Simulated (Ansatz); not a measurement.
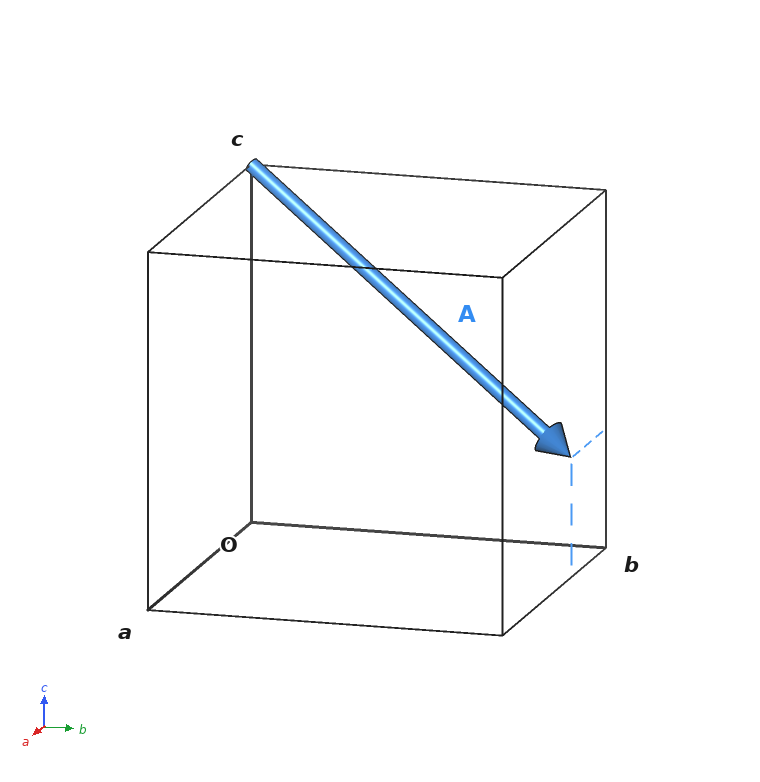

Crystal: Cu, the input geometry of an electronic-structure calculation (not necessarily at equilibrium); the starting structure was generated, so it need not be a known form of this composition. The arrow starts at a corner of the unit cell and ends on its surface; where a tip isn't a corner, dashed lines run from it parallel to the axes. All values are computed from the atomic coordinates in the standard setting (tolerance 0.002 Å).

a = 2.456 Å, b = 2.456 Å, c = 2.456 Å, α = 90.00°, β = 90.00°, γ = 90.00°.

Question: Index the direction.

Answer: Arrow A runs from (0, 0, 1) to (1/3, 1, 1/3), so [1 3 −2].

Question: How long is the vector ua + vb + wc?

Answer: 9.189 Å.
